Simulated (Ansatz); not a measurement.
# Calculations on Na

## 1. Relaxation

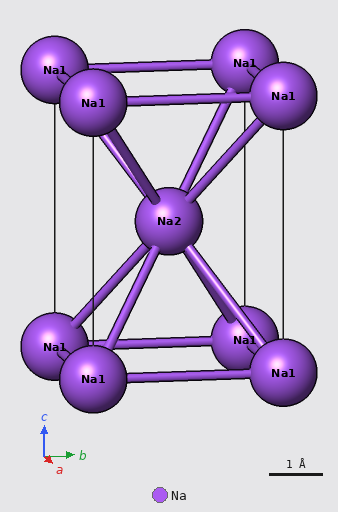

Starting structure of a crystal of Na (set up in I4/mmm). A ball-and-stick model of the cell of the calculation, seen slightly off an axis.

Case: biaxial strain in the a-b plane of -2.0 %; c and atoms relaxed.

Level of theory: DFT PBE, scalar-relativistic, plane waves, PAW in Ansatz.

The input:
```yaml
crystal:
  lattice:
    - [3.6757974872, 0.0, 0.0]
    - [0.0, 3.6757974872, 0.0]
    - [0.0, 0.0, 5.320880128]
  atoms:
    - { symbol: Na, position: [0.0, 0.0, 0.0] }
    - { symbol: Na, position: [0.5, 0.5, 0.5] }
basis:
  ecutwfc: 420
kpoints:
  mp_grid: { grid: [12, 12, 8] }
hamiltonian:
  xc: pbe
scf:
  occupations: { method: gaussian, width: 0.1 }
output:
  forces: true
  stress: true
  eigenvalues: true
relax:
  adjacent_minimum: "off"
  f_tol: 0.008
  max_steps: 40
  cell: { stress_tol: 0.05, fix: [a, b, gamma] }
```

Q: Where does the relaxation end?

A: No atom moves by more than 0.005 Å relative to the cell. Cell: a = b unchanged at 3.676 Å, c 5.321 → 5.426 Å (+2.0 %). Volume +2.0 %. Some distances before and after: Na1–Na2 3.719 → 3.757 Å. The space group stays I4/mmm (No. 139). The energy falls by 0.4 meV per atom in 2 accepted moves (3 points after the start). All forces vanish by symmetry, so only the cell relaxes. Pressure: 0.25 GPa at the start and 0.09 GPa at the end. The SCF was repeated once at an unchanged geometry on a basis and grid sized afresh for the cell, which shifted the energy by less than 0.05 meV per atom at most.

The end point in the same view:

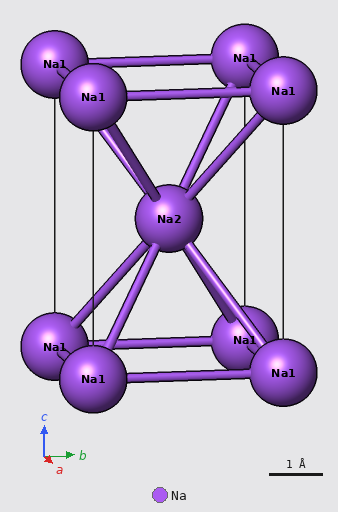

## 2. Relaxation

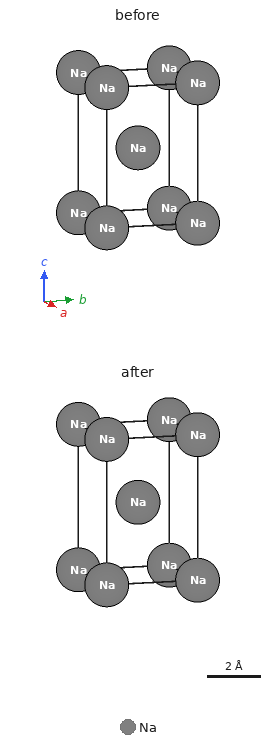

The structure of solid Na (set up in I4/mmm) before (top) and after (bottom) a relaxation, at one scale.

The picture is a spheres-only view of the cell of the calculation, seen slightly off an axis.

Case: biaxial strain in the a-b plane of -4.0 %; c and atoms relaxed.

The calculation used DFT PBE, scalar-relativistic, plane waves, PAW (Ansatz 0.2.0).

Input
```yaml
crystal:
  lattice:
    - [3.6007812119, 0.0, 0.0]
    - [0.0, 3.6007812119, 0.0]
    - [0.0, 0.0, 5.3839735683]
  atoms:
    - { symbol: Na, position: [0.0, 0.0, 0.0] }
    - { symbol: Na, position: [0.5, 0.5, 0.5] }
basis:
  ecutwfc: 420
kpoints:
  mp_grid: { grid: [12, 12, 8] }
hamiltonian:
  xc: pbe
scf:
  occupations: { method: gaussian, width: 0.1 }
output:
  forces: true
  stress: true
  eigenvalues: true
relax:
  adjacent_minimum: "off"
  f_tol: 0.008
  max_steps: 40
  cell: { stress_tol: 0.05, fix: [a, b, gamma] }
```

Summarise the run.

Answer. No atom moves by more than 0.005 Å relative to the cell. The drawn cell changes as follows: a = b unchanged at 3.601 Å, c 5.384 → 5.581 Å (+3.7 %); the volume changes by +3.7 %. Among the contacts that change: Na1–Na2 3.705 → 3.778 Å. The space group stays I4/mmm (No. 139). Over 2 accepted moves (3 points after the start) the energy falls by 1.6 meV per atom. All forces vanish by symmetry, so only the cell relaxes. The pressure goes from 0.52 to 0.19 GPa. At 1 point the geometry stayed and the basis and grid were re-selected for the new cell (energy shift of less than 0.05 meV per atom at most each time).

## 3. A change

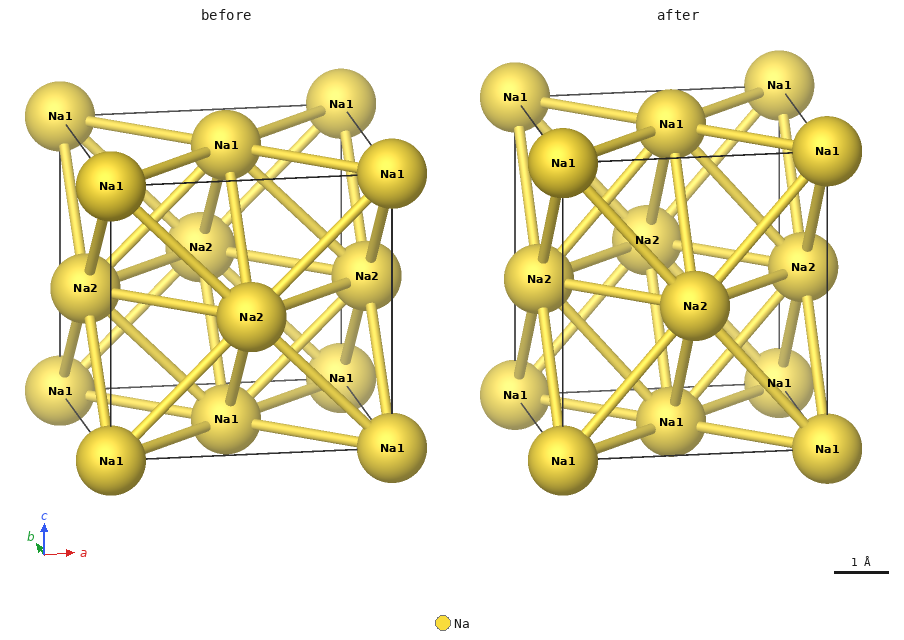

Left: crystalline Na (set up in I4/mmm). Right: the same structure after one change, at the same scale. Style: ball-and-stick. Shown: the conventional cell (2 times the calculation's cell), slightly off an axis. Lengths and directions refer to the drawn axes.

Level of theory: Ansatz 0.2.0, DFT PBE, scalar-relativistic, plane waves, PAW. (plane-wave cutoff 420 eV; k-point mesh 12 × 12 × 8; occupations gaussian; smearing width 0.1 eV; no spin polarisation)

Q: What distinguishes the right structure from the left one?

A: Biaxial strain in the a–b plane, −6.0 %, is applied. The c axis and the atoms are relaxed.

Q: And its effect?

A: The volume changes by −4.2 %, with a = b 5.304 → 4.986 Å (−6.0 %), c 5.258 → 5.702 Å (+8.5 %). No atom moves by more than 0.005 Å relative to the cell. Some distances before and after: Na–Na 3.751 → 3.526 Å, Na–Na 3.734 → 3.787 Å. The space group stays I4/mmm (No. 139). It costs 6.8 meV per atom. The pressure goes from 0.0 to 0.4 GPa. The principal stresses (compression positive) are 0.0 GPa along c and 0.6 GPa across it.

## 4. Series

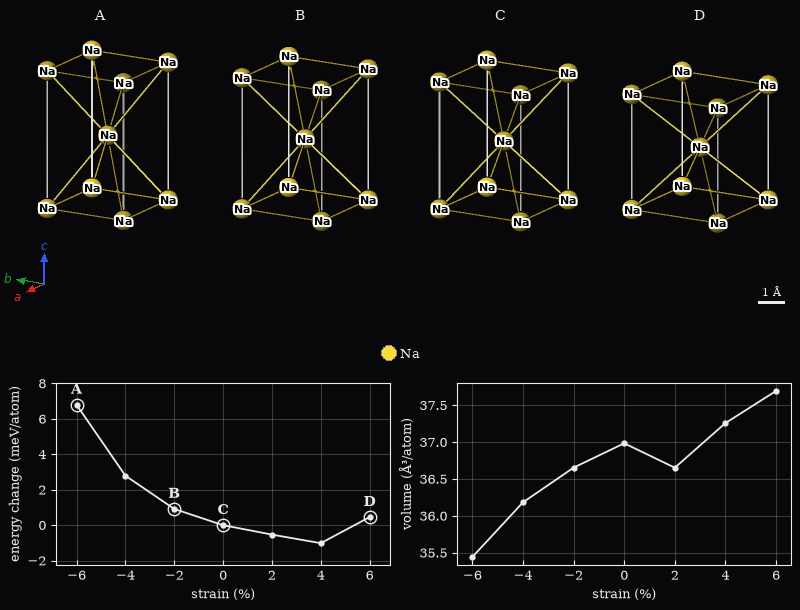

Members of a series of calculations on a crystal of Na (set up in I4/mmm), marked on the first curve. The picture is a ball-and-stick view of the cell of the calculation, seen from a free direction.

Method: DFT PBE, scalar-relativistic, plane waves, PAW (Ansatz 0.2.0). Set-up: plane-wave cutoff 420 eV; k-point mesh 12 × 12 × 8; occupations gaussian; smearing width 0.1 eV; no spin polarisation.

> Which kind of strain is it, and how does the structure respond?

Biaxial strain in the a–b plane, c and atoms relaxed. A (strain −6.0 %): energy change 6.8 meV/atom, volume 35.44 Å³ per atom. B (strain −2.0 %): energy change 0.9 meV/atom, volume 36.65 Å³ per atom. C (strain 0.0 %): energy change 0.0 meV/atom, volume 36.98 Å³ per atom. D (strain 6.0 %): energy change 0.5 meV/atom, volume 37.69 Å³ per atom. The rest compares A with D. The volume changes by +6.4 %, with a = b 3.526 → 3.976 Å (+12.8 %), c 5.702 → 4.769 Å (−16.4 %). Some distances before and after: Na–Na 3.526 → 3.976 Å, Na–Na 3.787 → 3.686 Å.
